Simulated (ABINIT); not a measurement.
# Run report: Au, band-structure run (part 4 of 4)

Au (Im-3m, 1 atom in the cell); Kohn-Sham DFT of a periodic cell, LDA, JTH PAW PBE v2.0, no spin polarisation (ABINIT 10.8.3); cutoff 653.07 eV, 11×11×11 k-mesh, fermi-dirac of 0.05 eV. The structure derives from a Materials Project entry.

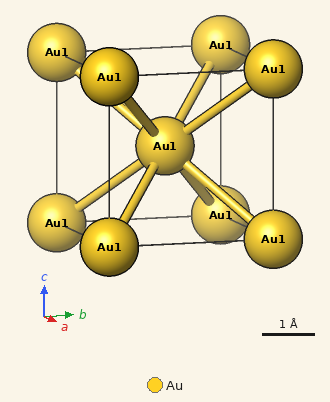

Figure 1. The structure as given in the input (ball-and-stick view of the cell 2 times as large as that of the calculation, set on its symmetry axes, seen slightly off an axis; atoms are numbered from 1 in the order of the input). An atom can appear more than once, as a periodic image.

**Input file**
```
# Datasets: ground state, then fixed potential
ndtset 2

# Pseudopotentials
pp_dirpath "./"
pseudos "Au.GGA_PBE-JTH.xml"

# Structure
acell 3*1.0
rprim
    -3.1317845248     3.1317845248     3.1317845248
     3.1317845248    -3.1317845248     3.1317845248
     3.1317845248     3.1317845248    -3.1317845248
ntypat 1
znucl 79
natom 1
typat 1
xred
     0.0000000000     0.0000000000     0.0000000000

# Plane-wave basis
ecut 24.0
pawecutdg 46.0

# Exchange and correlation
ixc 7

# Bands and occupations
occopt 3
tsmear 0.05 eV

# SCF cycle
nstep 100

# Output
iomode 3
prtwf 0
prteig 0
prtebands 0
enunit 1
prtden1 1
prtvha1 1
prtvclmb1 1
prtpot1 1

# Dataset 1
kptopt1 1
ngkpt1 11 11 11
nshiftk1 1
shiftk1 0.0 0.0 0.0
nband1 10
tolvrs1 1.0e-9

# Dataset 2: bands along G-H-N-G-P-H
iscf2 -2
getden2 1
nband2 16
nbdbuf2 4
tolwfr2 1.0e-11
kptopt2 -5
ndivsm2 8
prteig2 1
kptbounds2
     0.0000000000     0.0000000000     0.0000000000
     0.5000000000    -0.5000000000     0.5000000000
     0.0000000000     0.0000000000     0.5000000000
     0.0000000000     0.0000000000     0.0000000000
     0.2500000000     0.2500000000     0.2500000000
     0.5000000000    -0.5000000000     0.5000000000
```

Command:
```bash
abinit run.abi > log 2>&1
```

**Key numbers**

```csv
quantity,value
outcome,converged
space group (tolerance 0.01 Å),Im-3m (229)
electrons treated,11
free energy,−934.1368 eV
Fermi energy,6.257 eV
gap on the k-point mesh,none (metallic)
pressure,−12.42 GPa
largest force (length of the vector),under 0.001 eV/Å
hardware,"1 thread of Arm Neoverse V1, 24 GiB of memory available, shared host"
wall time,26 s
peak memory,0.09 GiB
```

Spin–orbit coupling is left out, which matters for Au. The cell is under a tension of 12.4 GPa at this level, so it is not at its equilibrium volume.
